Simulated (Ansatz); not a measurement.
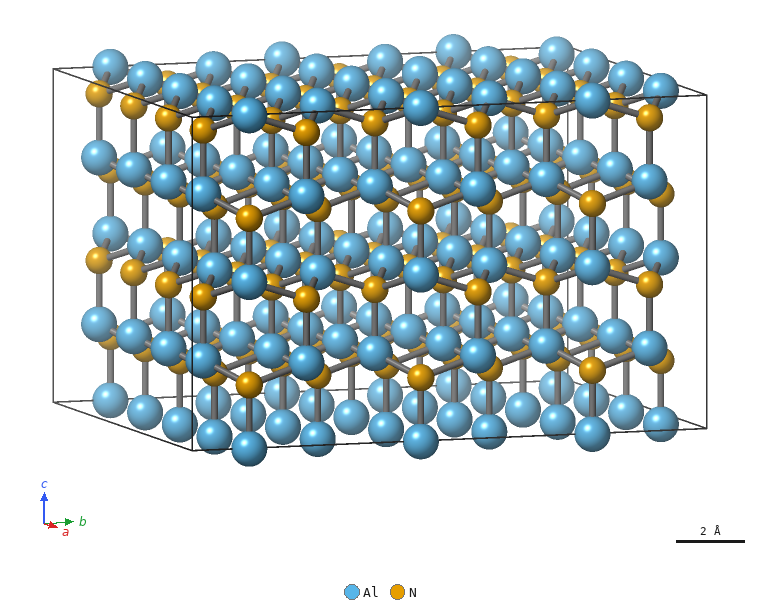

*The structure (ball-and-stick view of the cell of the calculation, seen slightly off an axis).*

Near neighbours in the crystal (not all of them lie inside the picture): Al has 4 N at 1.89 to 1.90 Å; N has 4 Al at 1.89 to 1.90 Å.

# Run report: Al$_{96}$N$_{96}$, single-point calculation (part 1 of 2)

System: Al$_{96}$N$_{96}$ (192 atoms in the cell).
Method: DFT, r2SCAN, PAW, plane waves (Ansatz 0.2.0).

The structure was built on a prototype by a generator.

## Input file
```yaml
crystal:
  lattice:
    - [12.443960, 0.000000, 0.000000]
    - [0.000000, 16.190796, 0.000000]
    - [0.000000, 0.000000, 9.970281]
  atoms:
    - { symbol: Al, position: [0.125000, 0.055531, 0.248530] }
    - { symbol: Al, position: [0.125000, 0.055531, 0.748530] }
    - { symbol: Al, position: [0.000000, 0.222197, 0.248530] }
    - { symbol: Al, position: [0.000000, 0.222197, 0.748530] }
    - { symbol: Al, position: [0.375000, 0.055531, 0.248530] }
    - { symbol: Al, position: [0.375000, 0.055531, 0.748530] }
    - { symbol: Al, position: [0.250000, 0.222197, 0.248530] }
    - { symbol: Al, position: [0.250000, 0.222197, 0.748530] }
    - { symbol: Al, position: [0.125000, 0.388864, 0.248530] }
    - { symbol: Al, position: [0.125000, 0.388864, 0.748530] }
    - { symbol: Al, position: [0.000000, 0.555531, 0.248530] }
    - { symbol: Al, position: [0.000000, 0.555531, 0.748530] }
    - { symbol: Al, position: [0.625000, 0.055531, 0.248530] }
    - { symbol: Al, position: [0.625000, 0.055531, 0.748530] }
    - { symbol: Al, position: [0.500000, 0.222197, 0.248530] }
    - { symbol: Al, position: [0.500000, 0.222197, 0.748530] }
    - { symbol: Al, position: [0.375000, 0.388864, 0.248530] }
    - { symbol: Al, position: [0.375000, 0.388864, 0.748530] }
    - { symbol: Al, position: [0.250000, 0.555531, 0.248530] }
    - { symbol: Al, position: [0.250000, 0.555531, 0.748530] }
    - { symbol: Al, position: [0.125000, 0.722197, 0.248530] }
    - { symbol: Al, position: [0.125000, 0.722197, 0.748530] }
    - { symbol: Al, position: [0.000000, 0.888864, 0.248530] }
    - { symbol: Al, position: [0.000000, 0.888864, 0.748530] }
    - { symbol: Al, position: [0.875000, 0.055531, 0.248530] }
    - { symbol: Al, position: [0.875000, 0.055531, 0.748530] }
    - { symbol: Al, position: [0.750000, 0.222197, 0.248530] }
    - { symbol: Al, position: [0.750000, 0.222197, 0.748530] }
    - { symbol: Al, position: [0.625000, 0.388864, 0.248530] }
    - { symbol: Al, position: [0.625000, 0.388864, 0.748530] }
    - { symbol: Al, position: [0.500000, 0.555531, 0.248530] }
    - { symbol: Al, position: [0.500000, 0.555531, 0.748530] }
    - { symbol: Al, position: [0.375000, 0.722197, 0.248530] }
    - { symbol: Al, position: [0.375000, 0.722197, 0.748530] }
    - { symbol: Al, position: [0.250000, 0.888864, 0.248530] }
    - { symbol: Al, position: [0.250000, 0.888864, 0.748530] }
    - { symbol: Al, position: [0.875000, 0.388864, 0.248530] }
    - { symbol: Al, position: [0.875000, 0.388864, 0.748530] }
    - { symbol: Al, position: [0.750000, 0.555531, 0.248530] }
    - { symbol: Al, position: [0.750000, 0.555531, 0.748530] }
    - { symbol: Al, position: [0.625000, 0.722197, 0.248530] }
    - { symbol: Al, position: [0.625000, 0.722197, 0.748530] }
    - { symbol: Al, position: [0.500000, 0.888864, 0.248530] }
    - { symbol: Al, position: [0.500000, 0.888864, 0.748530] }
    - { symbol: Al, position: [0.875000, 0.722197, 0.248530] }
    - { symbol: Al, position: [0.875000, 0.722197, 0.748530] }
    - { symbol: Al, position: [0.750000, 0.888864, 0.248530] }
    - { symbol: Al, position: [0.750000, 0.888864, 0.748530] }
    - { symbol: Al, position: [0.000000, 0.111136, 0.498530] }
    - { symbol: Al, position: [0.000000, 0.111136, 0.998530] }
    - { symbol: Al, position: [0.250000, 0.111136, 0.498530] }
    - { symbol: Al, position: [0.250000, 0.111136, 0.998530] }
    - { symbol: Al, position: [0.125000, 0.277803, 0.498530] }
    - { symbol: Al, position: [0.125000, 0.277803, 0.998530] }
    - { symbol: Al, position: [0.000000, 0.444469, 0.498530] }
    - { symbol: Al, position: [0.000000, 0.444469, 0.998530] }
    - { symbol: Al, position: [0.500000, 0.111136, 0.498530] }
    - { symbol: Al, position: [0.500000, 0.111136, 0.998530] }
    - { symbol: Al, position: [0.375000, 0.277803, 0.498530] }
    - { symbol: Al, position: [0.375000, 0.277803, 0.998530] }
    - { symbol: Al, position: [0.250000, 0.444469, 0.498530] }
    - { symbol: Al, position: [0.250000, 0.444469, 0.998530] }
    - { symbol: Al, position: [0.125000, 0.611136, 0.498530] }
    - { symbol: Al, position: [0.125000, 0.611136, 0.998530] }
    - { symbol: Al, position: [0.000000, 0.777803, 0.498530] }
    - { symbol: Al, position: [0.000000, 0.777803, 0.998530] }
    - { symbol: Al, position: [0.750000, 0.111136, 0.498530] }
    - { symbol: Al, position: [0.750000, 0.111136, 0.998530] }
    - { symbol: Al, position: [0.625000, 0.277803, 0.498530] }
    - { symbol: Al, position: [0.625000, 0.277803, 0.998530] }
    - { symbol: Al, position: [0.500000, 0.444469, 0.498530] }
    - { symbol: Al, position: [0.500000, 0.444469, 0.998530] }
    - { symbol: Al, position: [0.375000, 0.611136, 0.498530] }
    - { symbol: Al, position: [0.375000, 0.611136, 0.998530] }
    - { symbol: Al, position: [0.250000, 0.777803, 0.498530] }
    - { symbol: Al, position: [0.250000, 0.777803, 0.998530] }
    - { symbol: Al, position: [0.125000, 0.944469, 0.498530] }
    - { symbol: Al, position: [0.125000, 0.944469, 0.998530] }
    - { symbol: Al, position: [0.875000, 0.277803, 0.498530] }
    - { symbol: Al, position: [0.875000, 0.277803, 0.998530] }
    - { symbol: Al, position: [0.750000, 0.444469, 0.498530] }
    - { symbol: Al, position: [0.750000, 0.444469, 0.998530] }
    - { symbol: Al, position: [0.625000, 0.611136, 0.498530] }
    - { symbol: Al, position: [0.625000, 0.611136, 0.998530] }
    - { symbol: Al, position: [0.500000, 0.777803, 0.498530] }
    - { symbol: Al, position: [0.500000, 0.777803, 0.998530] }
    - { symbol: Al, position: [0.375000, 0.944469, 0.498530] }
    - { symbol: Al, position: [0.375000, 0.944469, 0.998530] }
    - { symbol: Al, position: [0.875000, 0.611136, 0.498530] }
    - { symbol: Al, position: [0.875000, 0.611136, 0.998530] }
    - { symbol: Al, position: [0.750000, 0.777803, 0.498530] }
    - { symbol: Al, position: [0.750000, 0.777803, 0.998530] }
    - { symbol: Al, position: [0.625000, 0.944469, 0.498530] }
    - { symbol: Al, position: [0.625000, 0.944469, 0.998530] }
    - { symbol: Al, position: [0.875000, 0.944469, 0.498530] }
    - { symbol: Al, position: [0.875000, 0.944469, 0.998530] }
    - { symbol: N, position: [0.000000, 0.111167, 0.189470] }
    - { symbol: N, position: [0.000000, 0.111167, 0.689470] }
    - { symbol: N, position: [0.250000, 0.111167, 0.189470] }
    - { symbol: N, position: [0.250000, 0.111167, 0.689470] }
    - { symbol: N, position: [0.125000, 0.277833, 0.189470] }
    - { symbol: N, position: [0.125000, 0.277833, 0.689470] }
    - { symbol: N, position: [0.000000, 0.444500, 0.189470] }
    - { symbol: N, position: [0.000000, 0.444500, 0.689470] }
    - { symbol: N, position: [0.500000, 0.111167, 0.189470] }
    - { symbol: N, position: [0.500000, 0.111167, 0.689470] }
    - { symbol: N, position: [0.375000, 0.277833, 0.189470] }
    - { symbol: N, position: [0.375000, 0.277833, 0.689470] }
    - { symbol: N, position: [0.250000, 0.444500, 0.189470] }
    - { symbol: N, position: [0.250000, 0.444500, 0.689470] }
    - { symbol: N, position: [0.125000, 0.611167, 0.189470] }
    - { symbol: N, position: [0.125000, 0.611167, 0.689470] }
    - { symbol: N, position: [0.000000, 0.777833, 0.189470] }
    - { symbol: N, position: [0.000000, 0.777833, 0.689470] }
    - { symbol: N, position: [0.750000, 0.111167, 0.189470] }
    - { symbol: N, position: [0.750000, 0.111167, 0.689470] }
    - { symbol: N, position: [0.625000, 0.277833, 0.189470] }
    - { symbol: N, position: [0.625000, 0.277833, 0.689470] }
    - { symbol: N, position: [0.500000, 0.444500, 0.189470] }
    - { symbol: N, position: [0.500000, 0.444500, 0.689470] }
    - { symbol: N, position: [0.375000, 0.611167, 0.189470] }
    - { symbol: N, position: [0.375000, 0.611167, 0.689470] }
    - { symbol: N, position: [0.250000, 0.777833, 0.189470] }
    - { symbol: N, position: [0.250000, 0.777833, 0.689470] }
    - { symbol: N, position: [0.125000, 0.944500, 0.189470] }
    - { symbol: N, position: [0.125000, 0.944500, 0.689470] }
    - { symbol: N, position: [0.875000, 0.277833, 0.189470] }
    - { symbol: N, position: [0.875000, 0.277833, 0.689470] }
    - { symbol: N, position: [0.750000, 0.444500, 0.189470] }
    - { symbol: N, position: [0.750000, 0.444500, 0.689470] }
    - { symbol: N, position: [0.625000, 0.611167, 0.189470] }
    - { symbol: N, position: [0.625000, 0.611167, 0.689470] }
    - { symbol: N, position: [0.500000, 0.777833, 0.189470] }
    - { symbol: N, position: [0.500000, 0.777833, 0.689470] }
    - { symbol: N, position: [0.375000, 0.944500, 0.189470] }
    - { symbol: N, position: [0.375000, 0.944500, 0.689470] }
    - { symbol: N, position: [0.875000, 0.611167, 0.189470] }
    - { symbol: N, position: [0.875000, 0.611167, 0.689470] }
    - { symbol: N, position: [0.750000, 0.777833, 0.189470] }
    - { symbol: N, position: [0.750000, 0.777833, 0.689470] }
    - { symbol: N, position: [0.625000, 0.944500, 0.189470] }
    - { symbol: N, position: [0.625000, 0.944500, 0.689470] }
    - { symbol: N, position: [0.875000, 0.944500, 0.189470] }
    - { symbol: N, position: [0.875000, 0.944500, 0.689470] }
    - { symbol: N, position: [0.125000, 0.055500, 0.439470] }
    - { symbol: N, position: [0.125000, 0.055500, 0.939470] }
    - { symbol: N, position: [0.000000, 0.222167, 0.439470] }
    - { symbol: N, position: [0.000000, 0.222167, 0.939470] }
    - { symbol: N, position: [0.375000, 0.055500, 0.439470] }
    - { symbol: N, position: [0.375000, 0.055500, 0.939470] }
    - { symbol: N, position: [0.250000, 0.222167, 0.439470] }
    - { symbol: N, position: [0.250000, 0.222167, 0.939470] }
    - { symbol: N, position: [0.125000, 0.388833, 0.439470] }
    - { symbol: N, position: [0.125000, 0.388833, 0.939470] }
    - { symbol: N, position: [0.000000, 0.555500, 0.439470] }
    - { symbol: N, position: [0.000000, 0.555500, 0.939470] }
    - { symbol: N, position: [0.625000, 0.055500, 0.439470] }
    - { symbol: N, position: [0.625000, 0.055500, 0.939470] }
    - { symbol: N, position: [0.500000, 0.222167, 0.439470] }
    - { symbol: N, position: [0.500000, 0.222167, 0.939470] }
    - { symbol: N, position: [0.375000, 0.388833, 0.439470] }
    - { symbol: N, position: [0.375000, 0.388833, 0.939470] }
    - { symbol: N, position: [0.250000, 0.555500, 0.439470] }
    - { symbol: N, position: [0.250000, 0.555500, 0.939470] }
    - { symbol: N, position: [0.125000, 0.722167, 0.439470] }
    - { symbol: N, position: [0.125000, 0.722167, 0.939470] }
    - { symbol: N, position: [0.000000, 0.888833, 0.439470] }
    - { symbol: N, position: [0.000000, 0.888833, 0.939470] }
    - { symbol: N, position: [0.875000, 0.055500, 0.439470] }
    - { symbol: N, position: [0.875000, 0.055500, 0.939470] }
    - { symbol: N, position: [0.750000, 0.222167, 0.439470] }
    - { symbol: N, position: [0.750000, 0.222167, 0.939470] }
    - { symbol: N, position: [0.625000, 0.388833, 0.439470] }
    - { symbol: N, position: [0.625000, 0.388833, 0.939470] }
    - { symbol: N, position: [0.500000, 0.555500, 0.439470] }
    - { symbol: N, position: [0.500000, 0.555500, 0.939470] }
    - { symbol: N, position: [0.375000, 0.722167, 0.439470] }
    - { symbol: N, position: [0.375000, 0.722167, 0.939470] }
    - { symbol: N, position: [0.250000, 0.888833, 0.439470] }
    - { symbol: N, position: [0.250000, 0.888833, 0.939470] }
    - { symbol: N, position: [0.875000, 0.388833, 0.439470] }
    - { symbol: N, position: [0.875000, 0.388833, 0.939470] }
    - { symbol: N, position: [0.750000, 0.555500, 0.439470] }
    - { symbol: N, position: [0.750000, 0.555500, 0.939470] }
    - { symbol: N, position: [0.625000, 0.722167, 0.439470] }
    - { symbol: N, position: [0.625000, 0.722167, 0.939470] }
    - { symbol: N, position: [0.500000, 0.888833, 0.439470] }
    - { symbol: N, position: [0.500000, 0.888833, 0.939470] }
    - { symbol: N, position: [0.875000, 0.722167, 0.439470] }
    - { symbol: N, position: [0.875000, 0.722167, 0.939470] }
    - { symbol: N, position: [0.750000, 0.888833, 0.439470] }
    - { symbol: N, position: [0.750000, 0.888833, 0.939470] }
kpoints:
  mp_grid: { grid: [1, 1, 1] }
hamiltonian:
  xc: r2scan
scf:
  occupations: { method: fermi_dirac, width: 0.01 }
output:
  forces: true
  eigenvalues: true
  populations: true
  eigenstates: { kpoints: [[0, 0, 0]], e_range: [-6.0, 6.0], localisation: true }
```

Hardware: 8 CPU threads, shared host.

## Log
```
Pseudopotentials: kind: paw
Functional definition: r2SCAN
  parameter k0 = 0.174
  parameter k1 = 0.065
  parameter a1 = 4.9479
  exchange = r2scan_x(k0 = k0, k1 = k1, a1 = a1)
  correlation = r2scan_c
Crystal: 192 atoms, lattice volume = 2008.788 Å³
Basis set: ecut = 500 eV, 50975 PW (Γ), exchange–correlation on 384×480×300 points (64 copies of the dense FFT grid, shifted against one another)
Bands: 576, of which v1, the nominal top of the filled ones, is band 384 counted from 1 (383 counted from 0)
Symmetry: 192 space group operations
Space group: Cmc21 (ITA 36), of the structure as read, at distance tolerance 1.3e-4 Å
k-points: 1
Non-local potential: Al, projectors of the file, l = 0: 2, l = 1: 2, l = 2: 1
Non-local potential: N, projectors of the file, l = 0: 2, l = 1: 2, l = 2: 1
PAW form: soft (Blöchl's): semilocal exchange-correlation on the pseudo side does not see the compensation charge
PAW frozen core: Al, regenerated for the run's functional (the file was generated under x = pbe(κ = 0.804, μ = 0.2195149727645171), c = pbe(β = 0.06672455060314922))
PAW frozen core: N, regenerated for the run's functional (the file was generated under x = pbe(κ = 0.804, μ = 0.2195149727645171), c = pbe(β = 0.06672455060314922))
PAW one-centre angular grid: Al, 302 points (default); XC on 160 Gauss nodes
PAW one-centre angular grid: N, 302 points (default); XC on 160 Gauss nodes
Initial density: superposition of atomic densities (neutral atoms: chi_scale 0, normalization atom), corrected by the library's trained network
Initial wavefunctions: pseudopotential atomic-orbital guess
Functional: x = r2scan, c = r2scan; τ floored in thin density (d = 2e-4 eV/Å³)
SCF iter   1: F=—  HF=-89127.313466 eV  |F-HF|=—  |Δ(HF+E_count)|=         —  Δρ=6.81e-3  dr2=9.34e-1  dr2_τ=1.49e1  ethr=1.77e-3  ⟨swp⟩=6.0  Hψ=2647  notcnv=0  defer=71
preconditioner: auto → Resta (q_TF=auto, 2.324 Å⁻¹)  ε∞=3.6  [insulator: Δε(μ)=4.724 eV  Ē_g=14.184 eV  σ=0.010 eV  W_gap=1.00  n_scr=432 (ndim 8)  ℏωp=23.0 eV  f_vac=0.000  D(μ)=0.00/eV (n_scr^D=0)  ε∞_Penn≈3.6]
SCF iter   2: F=—  HF=-89134.138555 eV  |F-HF|=—  |Δ(HF+E_count)|=    6.83e0  Δρ=5.01e-3  dr2=3.79e-1  dr2_τ=9.75e-3  ethr=1.22e-4  ⟨swp⟩=3.0  Hψ=1061  notcnv=0  defer=185
SCF iter   3: F=—  HF=-89134.079964 eV  |F-HF|=—  |Δ(HF+E_count)|=   5.86e-2  Δρ=1.11e-3  dr2=2.18e-2  dr2_τ=1.41e-3  ethr=4.93e-5  ⟨swp⟩=3.0  Hψ=687  notcnv=0  defer=185
SCF iter   4: F=—  HF=-89134.079601 eV  |F-HF|=—  |Δ(HF+E_count)|=   3.62e-4  Δρ=3.03e-4  dr2=2.26e-3  dr2_τ=1.67e-4  ethr=2.84e-6  ⟨swp⟩=2.0  Hψ=779  notcnv=0  defer=185
SCF iter   5: F=—  HF=-89134.079639 eV  |F-HF|=—  |Δ(HF+E_count)|=   3.78e-5  Δρ=6.62e-5  dr2=6.43e-5  dr2_τ=8.64e-6  ethr=2.94e-7  ⟨swp⟩=2.0  Hψ=772  notcnv=0  defer=185
SCF iter   6: F=—  HF=-89134.079345 eV  |F-HF|=—  |Δ(HF+E_count)|=   2.94e-4  Δρ=1.36e-5  dr2=2.48e-6  dr2_τ=1.55e-7  ethr=8.37e-9  ⟨swp⟩=2.0  Hψ=775  notcnv=0  defer=185
SCF iter   7: F=-89134.079346 eV  HF=-89134.079346 eV  |F-HF|=1.62e-8  |Δ(HF+E_count)|=   7.21e-7  Δρ=1.63e-6  dr2=3.53e-8  dr2_τ=2.22e-9  ethr=1.30e-11  ⟨swp⟩=20.0  Hψ=4416  notcnv=0
SCF 1 converged in 7 iterations: F = -89134.079346 eV  dr2 = 3.53e-8
  greatest PAW one-centre occupation: 0.793 electrons in one spin orbital (limit 2), on the N atom at site 191 (counted from 0), in its partial waves of l = 0
NSCF: frozen V_eff on 1 k-points
SCF converged after 7 iterations
Free energy (F): -89134.079346 eV
Harris-Foulkes:  -89134.079346 eV  (|F-HF|=1.62e-8)
Internal energy: -89134.079346 eV  (E = F + TS)
E sigma→0 (E₀):  -89134.079346 eV
Fermi energy:    9.289905 eV
--- Per-component energies (eV) ---
  E_band       = 1077.015748
  E_kinetic    = 15403.383264
  E_local      = -21589.817728  (includes V_loc(G=0)·N_el)
  E_nonlocal   = 5202.337968
  E_hartree    = 7569.621810
  E_xc         = -9488.245096
  E_vxc        = -11437.822301  (∫ρ·V_xc dr)
  E_paw        = -57833.138482  (= ΣΔE_a)
  E_vpaw       = -2254.689267  (= ΣTr[D̂ρ^β])
  E_aug_tail   = 0.001828  (compensation charges beyond the density's cutoff)
  E_vtau       = 614.362939  (kinetic-family band-sum trace: ∫τ·v_τ [+ j·A + Jᵃ·Aᵃ] dr)
  E_ewald      = -28389.614336
  E_core_change = -8.608573  (= ΣΔE_core)
  E_smearing   = -0.000000  (= −TS)
  E_closure    = -0.000000  (closes the sum)
  Σ components = -89134.079346   (vs F -89134.079346, Δ=0.00e0)
```
